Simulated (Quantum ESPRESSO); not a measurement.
# GaP (F-43m): zone-centre phonons, part 2 of 5

Aim: the zone-centre modes of GaP (F-43m).

Quantum ESPRESSO 7.5; DFT PBE, scalar-relativistic, plane waves, PseudoDojo norm-conserving pseudopotentials.

So far, gap on the k-mesh (eV): step 2 (a probe with smearing) 1.65; step 3 (relaxing the cell and atoms) 1.56.

## Step 5: Linear response at Γ

At q = 0 one unit cell holds all displacements; symmetry groups them into irreducible representations that are solved one by one. The response to a field gives ε∞ and the Born charges, which polar modes need.

ph.in

```
phonons
 &inputph
    prefix='x',
    outdir='./tmp',
    fildyn='g.dyn',
    tr2_ph=1.0d-18,
    epsil=.true.,
 /
0.000000000000 0.000000000000 0.000000000000
```

The run is started by

```
> OMP_NUM_THREADS=1 mpirun -n 4 ph.x -nk 4 -in ph.in > ph.out
```

What it wrote:

```text
[banners, grids, parts of the stress and lines that vanish by symmetry left out]
[banner, memory and clock lines left out]
Program PHONON v.7.5

     ./tmp/x.save/

     IMPORTANT: XC functional enforced from input :
     Exchange-correlation= PBE
                           (   1   4   3   4   0   0   0)
     Any further DFT definition will be discarded
     Please, verify this is what you really want

     G-vector sticks info

     Reading collected, re-writing distributed wavefunctions in ./tmp/

     Number and degeneracy of irreps per q-point
       N         xq(1)         xq(2)         xq(3)   N irreps
       1   0.000000000   0.000000000   0.000000000       2
        3   3

     Calculation of q =    0.0000000   0.0000000   0.0000000

     phonons

     bravais-lattice index     =            0
     lattice parameter (alat)  =       7.3602  a.u.
     unit-cell volume          =     281.9398 (a.u.)^3
     number of atoms/cell      =            2
     number of atomic types    =            2
     kinetic-energy cut-off    =      88.0000  Ry
     charge density cut-off    =     352.0000  Ry
     convergence threshold     =      1.0E-18
     beta                      =       0.7000
     number of iterations used =            4
     Exchange-correlation= PBE
                           (   1   4   3   4   0   0   0)

     celldm(1)=    7.36021  celldm(2)=    0.00000  celldm(3)=    0.00000
     celldm(4)=    0.00000  celldm(5)=    0.00000  celldm(6)=    0.00000

     crystal axes: (cart. coord. in units of alat)
               a(1) = ( -0.7071  0.0000  0.7071 )
               a(2) = (  0.0000  0.7071  0.7071 )
               a(3) = ( -0.7071  0.7071  0.0000 )

     reciprocal axes: (cart. coord. in units 2 pi/alat)
               b(1) = ( -0.7071 -0.7071  0.7071 )
               b(2) = (  0.7071  0.7071  0.7071 )
               b(3) = ( -0.7071  0.7071 -0.7071 )

     Atoms inside the unit cell:

     Cartesian axes

     site n.  atom      mass           positions (alat units)
        1  Ga     69.7230   tau(    1) = (    0.00000    0.00000    0.00000  )
        2  P      30.9738   tau(    2) = (   -0.35355    0.35355    0.35355  )

     Computing dynamical matrix for
                    q = (   0.0000000   0.0000000   0.0000000 )

     25 Sym.Ops. (with q -> -q+G )

     G cutoff =  483.0186  (  31283 G-vectors)     FFT grid: ( 45, 45, 45)
     number of k points=    29
                       cart. coord. in units 2pi/alat
        k(    1) = (   0.0000000   0.0000000   0.0000000), wk =   0.0039062
        k(    2) = (  -0.0883883   0.0883883  -0.0883883), wk =   0.0312500
        k(    3) = (  -0.1767767   0.1767767  -0.1767767), wk =   0.0312500
        [... further k-points left out ...]

     PseudoPot. # 1 for Ga read from file:
     ./pseudo/Ga.upf
     Pseudo is Norm-conserving + core correction, Zval = 13.0
     Using radial grid of 1902 points,  6 beta functions with:
                l(1) =   0
                l(2) =   0
                l(3) =   1
                l(4) =   1
                l(5) =   2
                l(6) =   2

     PseudoPot. # 2 for P  read from file:
     ./pseudo/P.upf
     Pseudo is Norm-conserving + core correction, Zval =  5.0
     Using radial grid of 1298 points,  6 beta functions with:
                l(1) =   0
                l(2) =   0
                l(3) =   1
                l(4) =   1
                l(5) =   2
                l(6) =   2

     Mode symmetry, T_d (-43m)  point group:

     Electric field:
     Dielectric constant
     Born effective charges as d Force / d E

     Atomic displacements:
     There are    2 irreducible representations

     Representation     1      3 modes -  To be done

     Representation     2      3 modes -  To be done

     Alpha used in Ewald sum =   2.8000

     Electric Fields Calculation

      iter #   1   av.it.:   9.1
      thresh= 1.000E-02 alpha_mix =  0.700 |ddv_scf|^2 =  1.461E-07

      iter #   2   av.it.:  16.7
      thresh= 3.822E-05 alpha_mix =  0.700 |ddv_scf|^2 =  1.538E-08

      iter #   3   av.it.:  16.1
      thresh= 1.240E-05 alpha_mix =  0.700 |ddv_scf|^2 =  7.396E-10

      iter #   4   av.it.:  16.1
      thresh= 2.720E-06 alpha_mix =  0.700 |ddv_scf|^2 =  1.733E-11

      iter #   5   av.it.:  17.5
      thresh= 4.162E-07 alpha_mix =  0.700 |ddv_scf|^2 =  1.828E-12

      iter #   6   av.it.:  17.1
      thresh= 1.352E-07 alpha_mix =  0.700 |ddv_scf|^2 =  2.159E-14

      iter #   7   av.it.:  16.7
      thresh= 1.469E-08 alpha_mix =  0.700 |ddv_scf|^2 =  9.381E-16

      iter #   8   av.it.:  17.1
      thresh= 3.063E-09 alpha_mix =  0.700 |ddv_scf|^2 =  1.524E-17

      iter #   9   av.it.:  17.0
      thresh= 3.903E-10 alpha_mix =  0.700 |ddv_scf|^2 =  1.744E-19

     End of electric fields calculation

          Dielectric constant in cartesian axis

          (      11.723751324      -0.000000000      -0.000000000 )
          (      -0.000000000      11.723751324       0.000000000 )
          (      -0.000000000       0.000000000      11.723751324 )

          Effective charges (d Force / dE) in cartesian axis without acoustic sum rule applied (asr)

           atom    1  Ga    Mean Z*:        2.19904
      Ex  (        2.19904       -0.00000        0.00000 )
      Ey  (        0.00000        2.19904       -0.00000 )
      Ez  (        0.00000       -0.00000        2.19904 )
           atom    2  P     Mean Z*:       -2.30913
      Ex  (       -2.30913       -0.00000       -0.00000 )
      Ey  (       -0.00000       -2.30913       -0.00000 )
      Ez  (       -0.00000       -0.00000       -2.30913 )

          Effective charges Sum: Mean:       -0.11009
             -0.11009       -0.00000        0.00000
             -0.00000       -0.11009       -0.00000
              0.00000       -0.00000       -0.11009

          Effective charges (d Force / dE) in cartesian axis with asr applied:
           atom    1  Ga    Mean Z*:        2.25408
      E*x (        2.25408        0.00000        0.00000 )
      E*y (        0.00000        2.25408        0.00000 )
      E*z (        0.00000        0.00000        2.25408 )
           atom    2  P     Mean Z*:       -2.25408
      E*x (       -2.25408       -0.00000       -0.00000 )
      E*y (       -0.00000       -2.25408       -0.00000 )
      E*z (       -0.00000       -0.00000       -2.25408 )

     Representation #   1 modes #   1   2   3

     Self-consistent Calculation

      iter #   1   av.it.:   7.8
      thresh= 1.000E-02 alpha_mix =  0.700 |ddv_scf|^2 =  4.437E-08

      iter #   2   av.it.:  16.9
      thresh= 2.107E-05 alpha_mix =  0.700 |ddv_scf|^2 =  3.811E-09

      iter #   3   av.it.:  16.8
      thresh= 6.173E-06 alpha_mix =  0.700 |ddv_scf|^2 =  6.844E-11

      iter #   4   av.it.:  17.3
      thresh= 8.273E-07 alpha_mix =  0.700 |ddv_scf|^2 =  7.902E-12

      iter #   5   av.it.:  17.3
      thresh= 2.811E-07 alpha_mix =  0.700 |ddv_scf|^2 =  2.554E-14

[...]
End of self-consistent calculation

     Convergence has been achieved

     Representation #   2 modes #   4   5   6

     Self-consistent Calculation

[...]
iter #   3   av.it.:  17.6
      thresh= 8.280E-05 alpha_mix =  0.700 |ddv_scf|^2 =  8.938E-10

      iter #   4   av.it.:  17.6
      thresh= 2.990E-06 alpha_mix =  0.700 |ddv_scf|^2 =  2.618E-11

      iter #   5   av.it.:  17.0
      thresh= 5.116E-07 alpha_mix =  0.700 |ddv_scf|^2 =  7.200E-13

      iter #   6   av.it.:  17.0
      thresh= 8.485E-08 alpha_mix =  0.700 |ddv_scf|^2 =  2.886E-14

      iter #   7   av.it.:  16.8
      thresh= 1.699E-08 alpha_mix =  0.700 |ddv_scf|^2 =  1.676E-15

      iter #   8   av.it.:  16.9
      thresh= 4.094E-09 alpha_mix =  0.700 |ddv_scf|^2 =  4.133E-17

      iter #   9   av.it.:  17.0
      thresh= 6.429E-10 alpha_mix =  0.700 |ddv_scf|^2 =  4.530E-19

     End of self-consistent calculation

     Convergence has been achieved

     Number of q in the star =    1
     List of q in the star:
          1   0.000000000   0.000000000   0.000000000

          Dielectric constant in cartesian axis

          (      11.723751324      -0.000000000      -0.000000000 )
          (      -0.000000000      11.723751324       0.000000000 )
          (      -0.000000000       0.000000000      11.723751324 )

          Effective charges (d Force / dE) in cartesian axis without acoustic sum rule applied (asr)

           atom    1  Ga    Mean Z*:        2.19904
      Ex  (        2.19904       -0.00000        0.00000 )
      Ey  (        0.00000        2.19904       -0.00000 )
      Ez  (        0.00000       -0.00000        2.19904 )
           atom    2  P     Mean Z*:       -2.30913
      Ex  (       -2.30913       -0.00000       -0.00000 )
      Ey  (       -0.00000       -2.30913       -0.00000 )
      Ez  (       -0.00000       -0.00000       -2.30913 )

          Effective charges Sum: Mean:       -0.11009
             -0.11009       -0.00000        0.00000
             -0.00000       -0.11009       -0.00000
              0.00000       -0.00000       -0.11009

          Effective charges (d Force / dE) in cartesian axis with asr applied:
           atom    1  Ga    Mean Z*:        2.25408
      E*x (        2.25408        0.00000        0.00000 )
      E*y (        0.00000        2.25408        0.00000 )
      E*z (        0.00000        0.00000        2.25408 )
           atom    2  P     Mean Z*:       -2.25408
      E*x (       -2.25408       -0.00000       -0.00000 )
      E*y (       -0.00000       -2.25408       -0.00000 )
      E*z (       -0.00000       -0.00000       -2.25408 )

     Diagonalizing the dynamical matrix

     q = (    0.000000000   0.000000000   0.000000000 )

 **************************************************************************
     freq (    1) =      -0.091154 [THz] =      -3.040565 [cm-1]
     freq (    2) =      -0.091154 [THz] =      -3.040565 [cm-1]
     freq (    3) =      -0.091154 [THz] =      -3.040565 [cm-1]
     freq (    4) =      10.339791 [THz] =     344.898320 [cm-1]
     freq (    5) =      10.339791 [THz] =     344.898320 [cm-1]
     freq (    6) =      10.339791 [THz] =     344.898320 [cm-1]
 **************************************************************************

     Mode symmetry, T_d (-43m)  point group:

     freq (   1-   3) =         -3.0  [cm-1]   --> T_2  G_15 P_4   I+R
     freq (   4-   6) =        344.9  [cm-1]   --> T_2  G_15 P_4   I+R
```

Run time: 1.9 min. Hardware: 4 MPI ranks of Intel Xeon 6975P-C (Granite Rapids), shared host; 7.6 min of CPU time.

Read from the output:

```
miss of the charge sum rule                                       : 0.1101 e
largest acoustic frequency at the zone centre before the sum rule : -3.04 cm⁻¹
highest optical zone-centre mode (no LO-TO term)                  : 344.9 cm⁻¹
lowest optical zone-centre mode                                   : 344.9 cm⁻¹
mean high-frequency dielectric constant                           : 11.72
largest Born charge in size (third of the trace)                  : 2.309 e
```

Born charge (rows field, columns displacement), before the sum rule (e), principal values of the symmetric part by kind of site:

| atom | atoms with these values | low | middle | high | mean |
| --- | --- | --- | --- | --- | --- |
| Ga1 | 1 | 2.20 | 2.20 | 2.20 | 2.20 |
| P2 | 1 | -2.31 | -2.31 | -2.31 | -2.31 |

In full for Ga1:

```
2.20 0.00 0.00
0.00 2.20 0.00
0.00 0.00 2.20
```

High-frequency dielectric tensor:

```
11.72  0.00  0.00
 0.00 11.72  0.00
 0.00  0.00 11.72
```

The acoustic modes at Γ come out as far as 3.0 cm⁻¹ from zero, where they should vanish, a small numerical error; the Born charges miss their sum rule by 0.11 e, too much: mesh or cutoff is short for the field response.

## Step 6: Modes with the sum rule

A rigid shift of the crystal must cost nothing, but grids and finite bases break this; the acoustic sum rule is imposed before the matrix is diagonalised again. With Born charges the intensities follow, and the static dielectric tensor.

dynmat.in

```
 &input
    fildyn='g.dyn',
    asr='simple',
    fileig='dynmat.eig',
    lperm=.true.,
 /
```

The run is started by

```
> dynmat.x -in dynmat.in > dynmat.out
```

What it wrote:

```text
[banner, memory and clock lines left out]
Program DYNMAT v.7.5

     Reading Dynamical Matrix from file g.dyn
     ...Force constants read
     ...epsilon and Z* read
     A direction for q was not specified:TO-LO splitting will be absent

     Polarizability (A^3 units)
     multiply by 0.218599 for Clausius-Mossotti correction
        35.653050   -0.000000   -0.000000
        -0.000000   35.653050    0.000000
        -0.000000    0.000000   35.653050

     IR activities are in (D/A)^2/amu units

# mode   [cm-1]    [THz]      IR
    1     -0.00   -0.0000    0.0000
    2     -0.00   -0.0000    0.0000
    3     -0.00   -0.0000    0.0000
    4    344.91   10.3400    5.4658
    5    344.91   10.3400    5.4658
    6    344.91   10.3400    5.4658

Electronic dielectric permittivity tensor (relative, adimensional)
        11.723751   -0.000000   -0.000000
        -0.000000   11.723751    0.000000
        -0.000000    0.000000   11.723751

 ... with zone-center polar mode contributions
        14.069298    0.000000    0.000000
         0.000000   14.069298    0.000000
         0.000000    0.000000   14.069298
```

The job ended after 0.61 s (1 thread).

Numbers from this step:

```yaml
mean_static_dielectric_constant: 14.07
```

Unit eigenvectors of the mass-weighted matrix after the sum rule; no LO-TO term. The modes at Γ (shares of kinetic energy by element, %):

| mode | frequency (cm⁻¹) | symmetry | Ga % | P % |
| --- | --- | --- | --- | --- |
| 1 | 0.0 | acoustic | 69 | 31 |
| 2 | 0.0 | acoustic | 69 | 31 |
| 3 | 0.0 | acoustic | 69 | 31 |
| 4 | 344.9 | T2 | 31 | 69 |
| 5 | 344.9 | T2 | 31 | 69 |
| 6 | 344.9 | T2 | 31 | 69 |

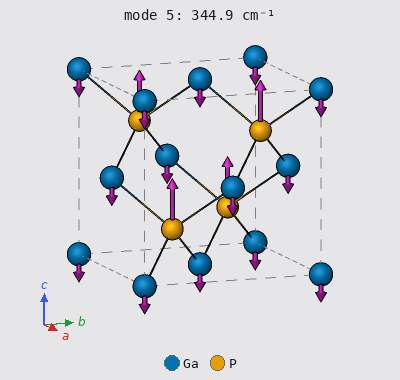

Displacement patterns of mode 5 at Γ; arrows are exaggerated. Bonds to atoms that aren't drawn are left out. Some periodic images of atoms are drawn too.

Degenerate modes summed, no LO-TO term. Infrared lines, with heights relative to the strongest:

| position (cm⁻¹) | lines merged | label | IR intensity, relative |
| --- | --- | --- | --- |
| 345 | 3 | T2 | 100 |

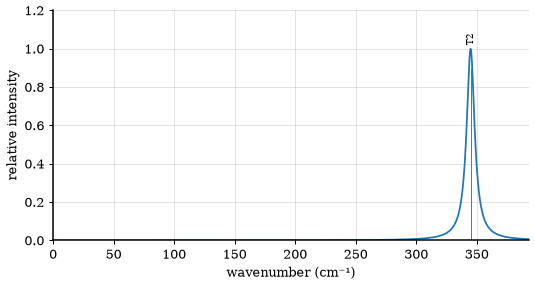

The infrared spectrum, broadened with Lorentzians of width 8 cm⁻¹; bars mark the lines.

Static dielectric tensor (ions relaxed, fixed cell):

```
14.07  0.00  0.00
 0.00 14.07  0.00
 0.00  0.00 14.07
```

The rule moves no optical mode by more than 0.1 cm⁻¹.

[end of part 2 of 5]

[Host names and launcher messages were left out of these logs when they were recorded.]

[Logs are printed without paths, hosts, clocks, repeated set-up lines and the standing remarks that a program may print on its own settings, such as how far it seeks lower states.]

[Hosts, paths, dates, database ids (printed as entryN), source tags and the programs' standing remarks are cut or masked in the printed files.]
